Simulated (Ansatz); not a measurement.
Si$_{15}$C$_{17}$ (cell charge −1, with a compensating background) (cell with a defect)

```yaml
crystal:
  lattice:
    - [6.18824, 0.00000, 0.00000]
    - [-3.09412, -5.35917, 0.00000]
    - [0.00000, 0.00000, -10.12934]
  atoms:
    - { symbol: C, position: [0.16667, 0.33333, 0.06228] }
    - { symbol: Si, position: [0.66723, 0.33446, 0.06374] }
    - { symbol: Si, position: [0.16554, 0.83277, 0.06374] }
    - { symbol: Si, position: [0.66723, 0.83277, 0.06374] }
    - { symbol: Si, position: [0.83291, 0.16645, 0.56074] }
    - { symbol: Si, position: [0.33355, 0.16645, 0.56074] }
    - { symbol: Si, position: [0.83333, 0.66667, 0.56162] }
    - { symbol: Si, position: [0.33355, 0.66709, 0.56074] }
    - { symbol: Si, position: [0.00187, 0.49813, 0.30663] }
    - { symbol: Si, position: [0.49626, 0.49813, 0.30663] }
    - { symbol: Si, position: [0.00187, 0.00374, 0.30663] }
    - { symbol: Si, position: [0.50000, 0.00000, 0.31327] }
    - { symbol: Si, position: [0.00314, 0.49686, 0.81661] }
    - { symbol: Si, position: [0.49371, 0.49686, 0.81661] }
    - { symbol: Si, position: [0.00314, 0.00629, 0.81661] }
    - { symbol: Si, position: [0.50000, 0.00000, 0.81237] }
    - { symbol: C, position: [0.16667, 0.33333, 0.22915] }
    - { symbol: C, position: [0.66642, 0.33284, 0.25052] }
    - { symbol: C, position: [0.16716, 0.83358, 0.25052] }
    - { symbol: C, position: [0.66642, 0.83358, 0.25052] }
    - { symbol: C, position: [0.83371, 0.16686, 0.74974] }
    - { symbol: C, position: [0.33314, 0.16686, 0.74974] }
    - { symbol: C, position: [0.83333, 0.66667, 0.75786] }
    - { symbol: C, position: [0.33314, 0.66629, 0.74974] }
    - { symbol: C, position: [0.00103, 0.00206, 0.49717] }
    - { symbol: C, position: [0.50000, 0.00000, 0.50024] }
    - { symbol: C, position: [0.00103, 0.49897, 0.49717] }
    - { symbol: C, position: [0.49794, 0.49897, 0.49717] }
    - { symbol: C, position: [0.01484, 0.02968, 0.00661] }
    - { symbol: C, position: [0.50000, 0.00000, 0.99989] }
    - { symbol: C, position: [0.01484, 0.48516, 0.00661] }
    - { symbol: C, position: [0.47032, 0.48516, 0.00661] }
```

The program warned that a starting moment wasn't kept; spin-polarised, but the moments vanished.

These are results of Ansatz, DFT PBE, scalar-relativistic, plane waves, PAW, not measurements.

Core electrons are frozen (PAW), and the valence fields are smoothed inside the atomic spheres.

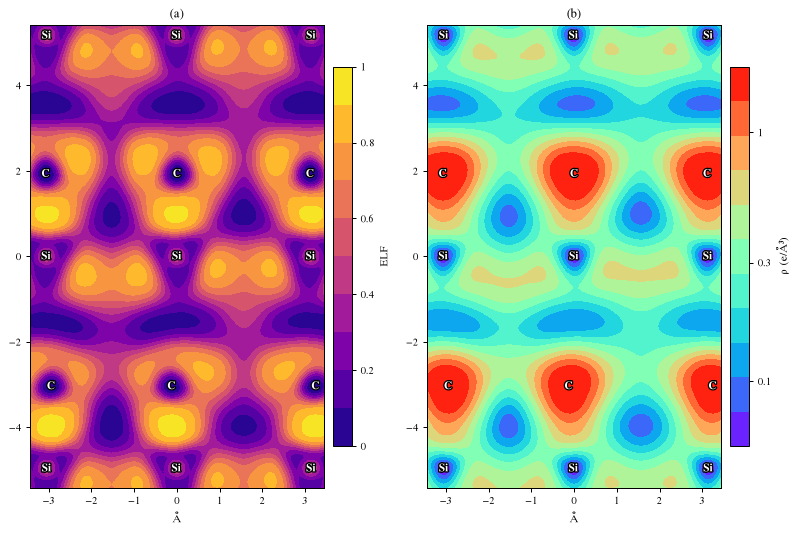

Figure 1. (a) ELF; (b) valence charge density (pseudo) on the (100) plane of the calculation cell.

Describe what can be read from this map.

- The section cuts through Si and C sites.
- Atoms just off the plane (C, 0.9 Å away and Si, 0.9 Å away) can leave unmarked features too.
- Si–C (1.93 Å): the density is about 0.82 e/Å³ at the midpoint; the ELF peaks at about 0.95 between the atoms; a covalent bond.
- Between the atoms the lowest density in this plane is 0.08 e/Å³.

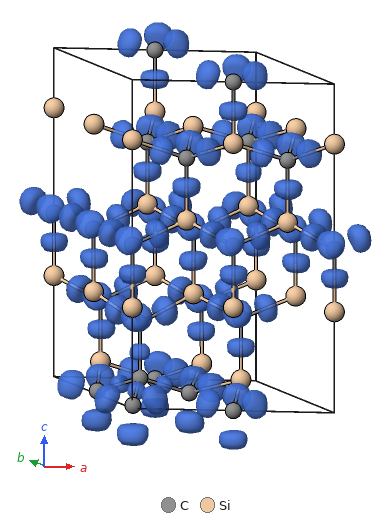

Figure 2. Isosurface of the electron localisation function at 0.85 (blue), seen slightly off an axis. Core shells and regions of very low density are left out. Sticks mark near contacts.

Where are the electrons localised?

The surface consists of four regions between bonded C–C atoms (shared pairs) and 60 regions between bonded C–Si atoms (shared pairs), counted in one cell of 32 atoms. Regions shared between cells count once.


C–C (1.69 Å): the ELF peaks at about 0.95 between the atoms; localised, covalent bonding. Si–C (1.89 Å): the ELF peaks at about 0.95 between the atoms, as expected for a covalent bond.
